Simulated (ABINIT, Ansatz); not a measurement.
# BaTiO3 (P4mm): changed settings of a GW run in ABINIT

What do changed inputs do to GW on BaTiO3 (P4mm)?

Main program and level: ABINIT 10.8.3; PBE and many-body steps on it, plane waves.

## (1) Starting point

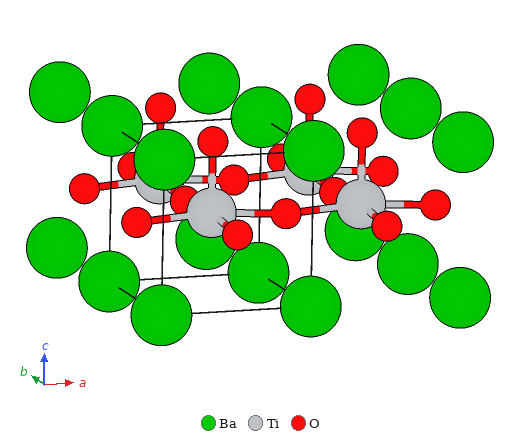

The cell as given, slightly off an axis (barium green, titanium light grey, oxygen red). 2×2×1 cells are drawn. Some periodic images of atoms are drawn too.

The cell and positions come from the Crystallography Open Database and are kept as given unless a step says otherwise. Spin-orbit coupling is left out unless a step names it.

## (2) Screening, 4×4×4 mesh, 140 bands, screening to 141.5 eV

This step: ABINIT 10.8.3; RPA screening on PBE, plane waves, norm-conserving pseudopotentials.

The RPA dielectric matrix is built and inverted for each q.

Contents of run.abi:

```
acell 3*1.0 Angstrom
rprim 
  3.990480000000 0.000000000000 0.000000000000
  0.000000000000 3.990480000000 0.000000000000
  0.000000000000 0.000000000000 4.023030000000
ntypat 3
znucl 56 22 8
natom 5
typat 1 2 3 3 3
xred 
  0.000000000000 0.000000000000 0.000000000000
  0.500000000000 0.500000000000 0.522000000000
  0.500000000000 0.500000000000 0.979000000000
  0.500000000000 0.000000000000 0.488000000000
  0.000000000000 0.500000000000 0.488000000000
pp_dirpath "pseudos"
pseudos "Ba.upf, Ti.upf, O.upf"
ecut 38
ngkpt 4 4 4
nshiftk 1
shiftk 0 0 0
kptopt 1
chksymbreak 0
istwfk *1
occopt 1
irdwfk 1
optdriver 3
nband 140
ecuteps 5.2
inclvkb 2
awtr 1
symchi 1
indata_prefix "in"
outdata_prefix "out"
tmpdata_prefix "tmp"
```

Command:

```
$ OMP_NUM_THREADS=1 mpirun -n 4 abinit run.abi > log
```

The program printed:

```text
.Version 10.8.3 of ABINIT. v10.8.2 released Aug 2026.

 Symmetries : space group P4 m m (# 99); Bravais tP (primitive tetrag.)
[... echo of the input left out ...]
== DATASET  1 ==================================================================
-   mpi_nproc: 4, omp_nthreads: 1 (-1 if OMP is not activated)

--- !DatasetInfo
iteration_state: {dtset: 1, }
dimensions: {natom: 5, nkpt: 18, mband: 140, nsppol: 1, nspinor: 1, nspden: 1, mpw: 4868, }
cutoff_energies: {ecut:  38.0, pawecutdg:  -1.0, }
electrons: {nelect:   4.00000000E+01, charge:   0.00000000E+00, occopt:   1.00000000E+00, tsmear:   1.00000000E-02, }

 SCREENING: Calculation of the susceptibility and dielectric matrices

 Based on a program developped by R.W. Godby, V. Olevano, G. Onida, and L. Reining.
 Incorporated in ABINIT by V. Olevano, G.-M. Rignanese, and M. Torrent.
.Using double precision arithmetic ; gwpc =  8

[... cell and pseudopotentials left out ...]
--------------------------------------------------------------------------------

 ==== K-mesh for the wavefunctions ====
 Number of points in the irreducible wedge :    18
[... list of points left out ...]
 Together with  8 symmetry operations and time-reversal symmetry
 yields    64 points in the full Brillouin Zone.

 ==== Q-mesh for the screening function ====
 Number of points in the irreducible wedge :    18
[... list of points left out ...]
 Together with  8 symmetry operations and time-reversal symmetry
 yields    64 points in the full Brillouin Zone.

 setmesh: FFT mesh size selected  =    30x   30x   30
          total number of points  =        27000

 vcoul_init : cutoff-mode = AUXILIARY_FUNCTION
 q-points for optical limit:   1
     1)      0.000010    0.000020    0.000030

- screening: taking advantage of time-reversal symmetry
- Maximum band index for partially occupied states nbvw = 20
- Remaining bands to be divided among processors   nbcw = 120
- Number of bands treated by each node ~30

 Number of electrons calculated from density =   40.0000; Expected =   40.0000
 average of density, n =  0.092525
 r_s =    1.3716
 omega_plasma =   29.3417 [eV]

 calculating chi0 at frequencies [eV] :
  1    0.000000E+00    0.000000E+00
  2    0.000000E+00    2.934172E+01

--------------------------------------------------------------------------------
  q-point number  1        q = ( 0.000000, 0.000000, 0.000000) [r.l.u.]
--------------------------------------------------------------------------------
[... chi0 elements left out ...]
 For q-point:  0.000010 0.000020 0.000030
  dielectric constant =   5.8014
  dielectric constant without local fields =   6.4321

  Average fulfillment of the sum rule on Im[epsilon] for q-point    1 :     68.46  [%]
[... wings left out ...]
  q-point number  2        q = ( 0.250000, 0.000000, 0.000000) [r.l.u.]
--------------------------------------------------------------------------------
[... chi0 elements left out ...]
  Average fulfillment of the sum rule on Im[epsilon] for q-point    2 :     79.20  [%]

 [... 16 further q-points ...]
```

Run time: 3.8 min. Hardware: 4 MPI ranks of Arm Neoverse V1, shared host; peak memory 2.1 GiB.

Numbers from this step:

- ε∞ with local fields, on this mesh, along the program's q direction: 5.801
- the same without local fields: 6.432
- plasma frequency: 29.34 eV
- plane waves in the screening matrix: 251

Local fields lower ε∞ by 10 %. On a Γ-centred mesh this coarse the value itself is usually too large, while a short band sum pulls it down.

## (3) Base

The self-energy is evaluated for the states that the input lists, and the levels follow from it, in one-shot runs by the linearised quasiparticle equation.

This step: G0W0 on PBE, plane waves, norm-conserving pseudopotentials.

Edit run.abi of step 2 so:

```diff
@@ -26,8 +26,17 @@
 irdwfk 1
-optdriver 3
+optdriver 4
 nband 140
+gwcalctyp 0
+ecutsigx 38
+symsigma 1
+nkptgw 2
+kptgw 
+  0.5000000000 0.5000000000 0.5000000000
+  0.0000000000 0.0000000000 0.0000000000
+bdgw 
+  18 23
+  19 23
 ecuteps 5.2
-inclvkb 2
-awtr 1
-symchi 1
+irdscr 1
+ppmodel 1
 indata_prefix "in"
```

The program printed:

```text
.Version 10.8.3 of ABINIT. v10.8.2 released Aug 2026.

 Symmetries : space group P4 m m (# 99); Bravais tP (primitive tetrag.)
[... echo of the input left out ...]
== DATASET  1 ==================================================================
-   mpi_nproc: 4, omp_nthreads: 1 (-1 if OMP is not activated)

--- !DatasetInfo
iteration_state: {dtset: 1, }
dimensions: {natom: 5, nkpt: 18, mband: 140, nsppol: 1, nspinor: 1, nspden: 1, mpw: 4868, }
cutoff_energies: {ecut:  38.0, pawecutdg:  -1.0, }
electrons: {nelect:   4.00000000E+01, charge:   0.00000000E+00, occopt:   1.00000000E+00, tsmear:   1.00000000E-02, }

 SIGMA: Calculation of the GW corrections

 Based on a program developped by R.W. Godby, V. Olevano, G. Onida, and L. Reining.
 Incorporated in ABINIT by V. Olevano, G.-M. Rignanese, and M. Torrent.
.Using double precision arithmetic ; gwpc =  8

[... cell and pseudopotentials left out ...]
--------------------------------------------------------------------------------

 ==== K-mesh for the wavefunctions ====
 Number of points in the irreducible wedge :    18
[... list of points left out ...]
 Together with  8 symmetry operations and time-reversal symmetry
 yields    64 points in the full Brillouin Zone.

 ==== Q-mesh for screening function ====
 Number of points in the irreducible wedge :    18
[... list of points left out ...]
 Together with  8 symmetry operations and time-reversal symmetry
 yields    64 points in the full Brillouin Zone.

 vcoul_init : cutoff-mode = AUXILIARY_FUNCTION
 q-points for optical limit:   1
     1)      0.000010    0.000020    0.000030
 setmesh: FFT mesh size selected  =    45x   45x   45
          total number of points  =        91125

 Number of electrons calculated from density =   40.0000; Expected =   40.0000
 average of density, n =  0.092525
 r_s =    1.3716
 omega_plasma =   29.3417 [eV]

 === KS Band Gaps ===
  >>>> For spin  1
   Minimum direct gap =   2.2217 [eV], located at k-point      :   0.0000  0.0000  0.0000
   Fundamental gap    =   1.8512 [eV], Top of valence bands at :   0.5000  0.5000  0.5000
                                       Bottom of conduction at :   0.0000  0.0000  0.0000
 SIGMA fundamental parameters:
 PLASMON POLE MODEL  1
 number of plane-waves for SigmaX                 4865
 number of plane-waves for SigmaC and W            251
 number of plane-waves for wavefunctions          4865
 number of bands                                   140
 number of independent spin polarizations            1
 number of spinorial components                      1
 number of k-points in IBZ                          18
 number of q-points in IBZ                          18
 number of symmetry operations                       8
 number of k-points in BZ                           64
 number of q-points in BZ                           64
 number of frequencies for dSigma/dE                 9
 frequency step for dSigma/dE [eV]                0.25
 number of omega for Sigma on real axis              0
 max omega for Sigma on real axis  [eV]           0.00
 zcut for avoiding poles [eV]                     0.10

 EPSILON^-1 parameters (SCR file):
 dimension of the eps^-1 matrix on file            251
 dimension of the eps^-1 matrix used               251
 number of plane-waves for wavefunctions          4865
 number of bands                                   140
 number of q-points in IBZ                          18
 number of frequencies                               2
 number of real frequencies                          1
 number of imag frequencies                          1

 matrix elements of self-energy operator (all in [eV])

 Perturbative Calculation

--- !SelfEnergy_ee
iteration_state: {dtset: 1, }
kpoint     : [   0.500,    0.500,    0.500, ]
spin       : 1
KS_gap     :    4.248
QP_gap     :    6.080
Delta_QP_KS:    1.832
data: !SigmaeeData |
     Band     E0 <VxcDFT>   SigX SigC(E0)      Z dSigC/dE  Sig(E)    E-E0       E
       18   6.542 -19.963 -24.993   4.955   0.766  -0.306 -20.021  -0.057   6.484
       19   6.542 -19.963 -24.993   4.955   0.766  -0.306 -20.021  -0.057   6.484
       20   6.718 -20.008 -25.051   5.008   0.764  -0.309 -20.034  -0.027   6.691
       21  10.965 -21.853 -13.090  -6.336   0.744  -0.344 -20.048   1.805  12.771
       22  10.977 -21.854 -13.211  -6.171   0.743  -0.345 -20.017   1.837  12.815
       23  10.977 -21.854 -13.211  -6.171   0.743  -0.345 -20.017   1.837  12.815

--- !SelfEnergy_ee
iteration_state: {dtset: 1, }
kpoint     : [   0.000,    0.000,    0.000, ]
spin       : 1
KS_gap     :    2.222
QP_gap     :    3.741
Delta_QP_KS:    1.519
data: !SigmaeeData |
     Band     E0 <VxcDFT>   SigX SigC(E0)      Z dSigC/dE  Sig(E)    E-E0       E
       19   6.347 -20.006 -24.534   4.475   0.771  -0.298 -20.047  -0.042   6.306
       20   6.347 -20.006 -24.534   4.475   0.771  -0.298 -20.047  -0.042   6.306
       21   8.569 -18.775 -11.365  -5.517   0.781  -0.281 -17.297   1.477  10.046
       22   8.936 -19.060 -12.059  -5.074   0.779  -0.284 -17.559   1.502  10.438
       23   8.936 -19.060 -12.059  -5.074   0.779  -0.284 -17.559   1.502  10.438

== END DATASET(S) ==============================================================
================================================================================

 -outvars: echo values of variables after computation  --------
           etotal      0.0000000000E+00
            nband         140
             nkpt          18
          spgroup          99
 [... the other variables as echoed above ...]

 Calculation completed.
```

Elapsed: 27 s, on 4 MPI ranks; peak memory 1.8 GiB; 1.8 min of CPU time.

Numbers from this step:

```yaml
g0w0_gap_on_the_points_computed: 3.355 eV
starting_gap_on_the_mesh: 1.851 eV
k_of_the_valence_top: 0.5, 0.5, 0.5
k_of_the_conduction_bottom: 0, 0, 0
z_at_the_valence_top: 0.764
z_at_the_conduction_bottom: 0.781
least_direct_g0w0_gap_on_the_computed_points: 3.740 eV
```

The gap on the mesh goes from 1.85 eV to 3.35 eV, a correction of +1.50 eV.

## (4) Scissors in G

Edit run.abi of step 3 so:

```diff
@@ -41,2 +41,3 @@
 ppmodel 1
+mbpt_sciss 1.0 eV
 indata_prefix "in"
```

The program printed:

```text
.Version 10.8.3 of ABINIT. v10.8.2 released Aug 2026.

 Symmetries : space group P4 m m (# 99); Bravais tP (primitive tetrag.)
[... echo of the input left out ...]
== DATASET  1 ==================================================================
-   mpi_nproc: 4, omp_nthreads: 1 (-1 if OMP is not activated)

--- !DatasetInfo
iteration_state: {dtset: 1, }
dimensions: {natom: 5, nkpt: 18, mband: 140, nsppol: 1, nspinor: 1, nspden: 1, mpw: 4868, }
cutoff_energies: {ecut:  38.0, pawecutdg:  -1.0, }
electrons: {nelect:   4.00000000E+01, charge:   0.00000000E+00, occopt:   1.00000000E+00, tsmear:   1.00000000E-02, }

 SIGMA: Calculation of the GW corrections

 Based on a program developped by R.W. Godby, V. Olevano, G. Onida, and L. Reining.
 Incorporated in ABINIT by V. Olevano, G.-M. Rignanese, and M. Torrent.
.Using double precision arithmetic ; gwpc =  8

[... cell and pseudopotentials left out ...]
--------------------------------------------------------------------------------

 ==== K-mesh for the wavefunctions ====
 Number of points in the irreducible wedge :    18
[... list of points left out ...]
 Together with  8 symmetry operations and time-reversal symmetry
 yields    64 points in the full Brillouin Zone.

 ==== Q-mesh for screening function ====
 Number of points in the irreducible wedge :    18
[... list of points left out ...]
 Together with  8 symmetry operations and time-reversal symmetry
 yields    64 points in the full Brillouin Zone.

 vcoul_init : cutoff-mode = AUXILIARY_FUNCTION
 q-points for optical limit:   1
     1)      0.000010    0.000020    0.000030
 setmesh: FFT mesh size selected  =    45x   45x   45
          total number of points  =        91125

 Number of electrons calculated from density =   40.0000; Expected =   40.0000
[...]
max omega for Sigma on real axis  [eV]           0.00
 zcut for avoiding poles [eV]                     0.10
 scissor energy [eV]                              1.00

 EPSILON^-1 parameters (SCR file):
 dimension of the eps^-1 matrix on file            251
 dimension of the eps^-1 matrix used               251
 number of plane-waves for wavefunctions          4865
 number of bands                                   140
 number of q-points in IBZ                          18
 number of frequencies                               2
 number of real frequencies                          1
 number of imag frequencies                          1

 matrix elements of self-energy operator (all in [eV])

 Perturbative Calculation

--- !SelfEnergy_ee
iteration_state: {dtset: 1, }
kpoint     : [   0.500,    0.500,    0.500, ]
spin       : 1
KS_gap     :    4.248
QP_gap     :    6.274
Delta_QP_KS:    2.027
data: !SigmaeeData |
     Band     E0 <VxcDFT>   SigX SigC(E0)      Z dSigC/dE  Sig(E)    E-E0       E
       18   6.542 -19.963 -24.993   5.002   0.767  -0.304 -19.985  -0.022   6.520
       19   6.542 -19.963 -24.993   5.002   0.767  -0.304 -19.985  -0.022   6.520
       20   6.718 -20.008 -25.051   5.055   0.765  -0.306 -19.999   0.009   6.727
[...]
--- !SelfEnergy_ee
iteration_state: {dtset: 1, }
kpoint     : [   0.000,    0.000,    0.000, ]
spin       : 1
KS_gap     :    2.222
QP_gap     :    3.893
Delta_QP_KS:    1.672
data: !SigmaeeData |
     Band     E0 <VxcDFT>   SigX SigC(E0)      Z dSigC/dE  Sig(E)    E-E0       E
[...]
22   8.936 -19.060 -12.059  -5.117   0.781  -0.281 -17.370   1.690  10.627
       23   8.936 -19.060 -12.059  -5.117   0.781  -0.281 -17.370   1.690  10.627

== END DATASET(S) ==============================================================
================================================================================

 -outvars: echo values of variables after computation  --------
           etotal      0.0000000000E+00
            nband         140
             nkpt          18
          spgroup          99
 [... the other variables as echoed above ...]

 Calculation completed.
```

It took 27 s on 4 MPI ranks; peak memory 1.8 GiB.

This step gave:

```yaml
g0w0_gap_on_the_points_computed: 3.512 eV
starting_gap_on_the_mesh: 1.851 eV
k_of_the_valence_top: 0.5, 0.5, 0.5
k_of_the_conduction_bottom: 0, 0, 0
z_at_the_valence_top: 0.765
z_at_the_conduction_bottom: 0.782
least_direct_g0w0_gap_on_the_computed_points: 3.893 eV
```

## (5) Unknown plasmon-pole model

Edit run.abi of step 4 so:

```diff
@@ -40,4 +40,3 @@
 irdscr 1
-ppmodel 1
-mbpt_sciss 1.0 eV
+ppmodel 7
 indata_prefix "in"
```

The program printed:

```text
.Version 10.8.3 of ABINIT. v10.8.2 released Aug 2026.

 Symmetries : space group P4 m m (# 99); Bravais tP (primitive tetrag.)
================================================================================
 Values of the parameters that define the memory need of the present run
     intxc =       0    ionmov =       0      iscf =       7    lmnmax =       6
     lnmax =       6     mgfft =      45  mpssoang =       3    mqgrid =    3001
     natom =       5  nloc_mem =       1    nspden =       1   nspinor =       1
    nsppol =       1      nsym =       8    n1xccc =    2501    ntypat =       3
    occopt =       1   xclevel =       2
-    mband =         140        mffmem =           1         mkmem =           5
       mpw =        4868          nfft =       91125          nkpt =          18
================================================================================
  Rough estimation (10% accuracy) of disk space for files :
================================================================================

--------------------------------------------------------------------------------
------------- Echo of variables that govern the present computation ------------
--------------------------------------------------------------------------------
 -outvars: echo values of preprocessed input variables --------
            acell      1.8897261259E+00  1.8897261259E+00  1.8897261259E+00 Bohr

             bdgw          18      23      19      23
      chksymbreak           0
             ecut      3.80000000E+01 Hartree
          ecuteps      5.20000000E+00 Hartree
         ecutsigx      3.80000000E+01 Hartree
          ecutwfn      3.80000000E+01 Hartree
-          fftalg         312
           irdscr           1
           irdwfk           1

[...]
pspatm : epsatm=   14.68144553
         --- l  ekb(1:nproj) -->
[...]
pspatm: atomic psp has been read  and splines computed

- O Generated using ONCVPSP code by D. R. Hamann
-  8.00000   6.00000  171031                  znucl, zion, pspdat
12 -101130 2 -1 936                           pspcod,pspxc,lmax,lloc,mmax
     nproj     2     2     1
  pspatm : epsatm=    6.19545534
         --- l  ekb(1:nproj) -->
             0    6.056735    0.824024
             1   -4.717130   -1.149271
             2   -1.331955
 pspatm: atomic psp has been read  and splines computed

   2.40077252E+03                                ecore*ucvol(ha*bohr**3)
--------------------------------------------------------------------------------

 ==== K-mesh for the wavefunctions ====
 Number of points in the irreducible wedge :    18
 Reduced coordinates and weights :

     1)     0.00000000E+00  0.00000000E+00  0.00000000E+00       0.01563
     2)     2.50000000E-01  0.00000000E+00  0.00000000E+00       0.06250
     3)     5.00000000E-01  0.00000000E+00  0.00000000E+00       0.03125
[...]
Together with  8 symmetry operations and time-reversal symmetry
 yields    64 points in the full Brillouin Zone.

 ==== Q-mesh for screening function ====
 Number of points in the irreducible wedge :    18
 Reduced coordinates and weights :

[...]
17)     5.00000000E-01  2.50000000E-01  5.00000000E-01       0.06250
    18)     5.00000000E-01  5.00000000E-01  5.00000000E-01       0.01563

 Together with  8 symmetry operations and time-reversal symmetry
 yields    64 points in the full Brillouin Zone.

 vcoul_init : cutoff-mode = AUXILIARY_FUNCTION
 q-points for optical limit:   1
     1)      0.000010    0.000020    0.000030
 setmesh: FFT mesh size selected  =    45x   45x   45
          total number of points  =        91125

 Number of electrons calculated from density =   40.0000; Expected =   40.0000
 average of density, n =  0.092525
 r_s =    1.3716
 omega_plasma =   29.3417 [eV]

--- !BUG
message: |
    Wrong ppm%model: 7

--- !BUG
message: |
    Wrong ppm%model: 7

--- from the log ---
Wrong ppm%model: 7
```

Run time: 3.6 s. Hardware: 4 MPI ranks; peak memory 0.29 GiB.

The run stopped with an error after 3.6 s.

The program's words: Wrong ppm%model: 7

The fault put into this input: unknown plasmon-pole model.

## (6) Side by side

Times are wall times on 4 MPI ranks of Arm Neoverse V1, shared host, good to a factor of about two. A run's time includes the screening step that it read.

```csv
run,mesh,bands,screening cutoff (eV),DFT gap (eV),gap on the mesh (eV),direct (eV),ε∞ used,time
base,4×4×4,140,141.5,1.851,3.355,3.740,5.80,4.2 min
scissors in G,4×4×4,140,141.5,1.851,3.512,3.893,5.80,4.2 min
```

## (7) Results

* base: 3.355 eV
* scissors in G: 3.512 eV
* known limits: not at the basis limit; no spin-orbit coupling; coarse k mesh

What this shows: Scissors in G: +0.157 eV against base (keys changed: mbpt_sciss). Bands and cutoff are finite, so the gap is not at the basis limit. The miss can reach some tenths of an eV and take either sign; the mesh is an error of its own. In the first G0W0 run levels were corrected at 2 k points alone, so a gap called «on the mesh» is the least over those, and an edge elsewhere would be missed. The 4×4×4 mesh is coarse for this cell, which bears on the long-range parts of exchange and screening. The many-body steps are scalar-relativistic: spin-orbit coupling is not in them.

[Paths, hosts, dates, memory and timing lines, banners, echoed tables and standing remarks are left out of the program output.]

[Logs are printed without paths, hosts, clocks, repeated set-up lines and the standing remarks that a program may print on its own settings, such as how far it seeks lower states.]

[Runs of the session that timed out or met a known fault of the program may be left out.]

[No measured gap is set beside runs whose start may be inverted or whose files or cutoffs have a known fault.]

[Hosts, paths, dates, database ids (printed as entryN), source tags and the programs' standing remarks are cut or masked in the printed files.]

[G0W0 gaps are taken among the corrected bands and points alone; a level outside them can change the order at an edge.]

[Where Ansatz stands beside ABINIT at settings called matched, ABINIT's density can come from a denser mesh and the files from another edition; pairs whose starting gaps differed by over 0.03 eV were left out, so agreement reads better than it is.]
